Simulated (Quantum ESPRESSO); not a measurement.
**A series of single points on CuI**

System: CuI (2 atoms in the cell).
Method: Kohn-Sham DFT of a periodic cell, PBE, SSSP 1.3 efficiency PBE, no spin polarisation (Quantum ESPRESSO 7.5).

The 7 runs differ only in the geometry, by an even scaling of the cell at fixed fractional positions. The structure derives from an entry of the Crystallography Open Database.

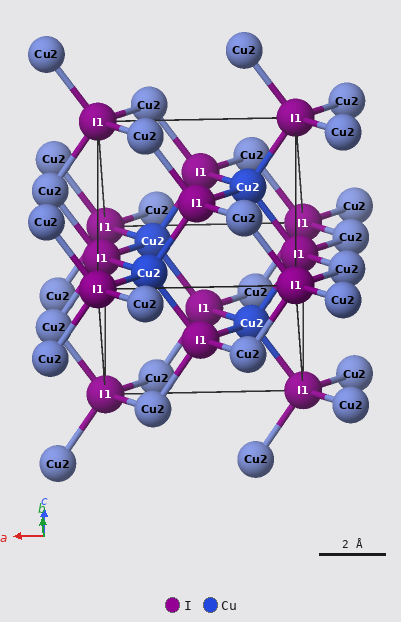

Figure 1. The structure of run 4 (ball-and-stick view of the cell 4 times as large as that of the calculation, set on its symmetry axes, seen at an oblique angle; neighbours outside the cell are drawn fainter; atoms are numbered from 1 in the order of the input).

**Input of run 4**
```
&CONTROL
  calculation = 'scf'
  prefix = 'pwscf'
  outdir = './tmp'
  pseudo_dir = './pseudo'
  tprnfor = .true.
  tstress = .true.
  disk_io = 'nowf'
/
&SYSTEM
  ibrav = 0
  nat = 2
  ntyp = 2
  ecutwfc = 55
  ecutrho = 440
  nbnd = 15
  occupations = 'smearing'
  smearing = 'fd'
  degauss = 0.00367493
/
&ELECTRONS
  conv_thr = 4d-10
  electron_maxstep = 120
  mixing_beta = 0.5
/
ATOMIC_SPECIES
I    126.9045 I.pbe-n-kjpaw_psl.0.2.UPF
Cu    63.5460 Cu.paw.z_11.ld1.psl.v1.0.0-low.upf
CELL_PARAMETERS angstrom
   0.0000000000    3.0315000000    3.0315000000
   3.0315000000    0.0000000000    3.0315000000
   3.0315000000    3.0315000000    0.0000000000
ATOMIC_POSITIONS crystal
I      0.0000000000    0.0000000000    0.0000000000
Cu     0.7500000000    0.7500000000    0.7500000000
K_POINTS automatic
8 8 8 0 0 0
```

Command:
```bash
OMP_NUM_THREADS=1 pw.x -in pw.in > pw.out
```

Run 2 differs from it as follows:
```diff
-   0.0000000000    3.0315000000    3.0315000000
-   3.0315000000    0.0000000000    3.0315000000
-   3.0315000000    3.0315000000    0.0000000000
+   0.0000000000    2.9905287613    2.9905287613
+   2.9905287613    0.0000000000    2.9905287613
+   2.9905287613    2.9905287613    0.0000000000
```

**Results, with one run withheld**

```tsv
run	volume per atom (Å³)	free energy per atom, from the lowest run given (meV)	pressure (GPa)	gap on the mesh (eV)
1	26.188	21.76	3.54	1.28
2	26.745	?	?	?
3	27.302	4.15	1.36	1.16
4	27.859	0.58	0.46	1.11
5	28.417	0.00	−0.33	1.06
6	28.974	2.01	−1.04	1.01
7	29.531	6.35	−1.66	0.96
```

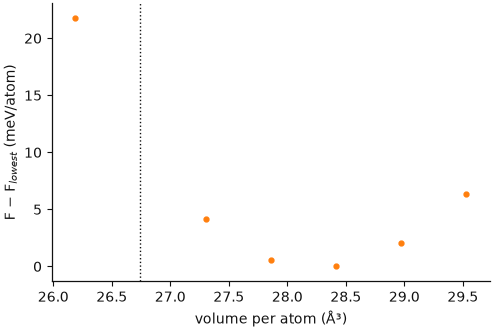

Figure 2. Free energy per atom of the runs given; the dotted line marks run 2.

Fit the runs given and predict run 2.

A cubic polynomial in V^(−2/3) (the Birch–Murnaghan form), fitted to the 6 runs given, misses them by at most 0.01 meV per atom. With x = V^(−2/3) − 0.10843 Å⁻², it reads F = 0.15368 + 863.55 x + 6.8236e+05 x² + 3.9915e+06 x³ (meV per atom). At run 2 it gives 11.06 meV per atom, and the run itself gives 11.05. The slope of the fit gives a pressure −dF/dV of 2.51 GPa there, and the run prints 2.38 GPa. The two needn't agree exactly: the fit is approximate, and the printed stress is taken on a finite basis. The fit has its minimum at 28.256 Å³ per atom, where V d²F/dV² gives 39.5 GPa: the bulk modulus at this level, since symmetry fixes the shape and the positions. The gap on the mesh goes, without turning, from 1.28 eV in run 1 to 0.96 eV in run 7; run 2 has 1.22 eV. These are gaps of this functional on this mesh, which can miss the band edges; they aren't the measured gap.

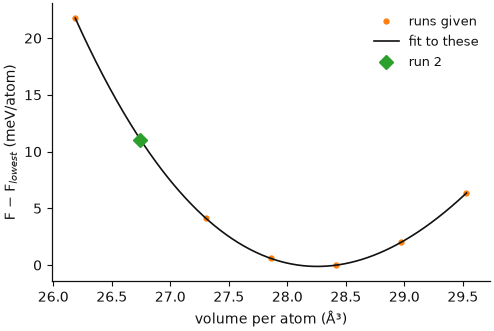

Figure 3. The fit and the withheld run.

**Some lines of the output (run 2)**
```
[...]
     number of k points=    29  Fermi-Dirac smearing, width (Ry)=  0.0037
     total energy              =    -592.01561481 Ry
     total energy              =    -592.01831344 Ry
     total energy              =    -592.02672393 Ry
     total energy              =    -592.02682583 Ry
     total energy              =    -592.02683146 Ry
     total energy              =    -592.02683202 Ry
     total energy              =    -592.02683208 Ry
     total energy              =    -592.02683209 Ry
     the Fermi energy is     6.9617 ev
!    total energy              =    -592.02683209 Ry
     The total energy is F=E-TS. E is the sum of the following terms:
     Computing stress (Cartesian axis) and pressure
          total   stress  (Ry/bohr**3)                   (kbar)     P=       23.84
```
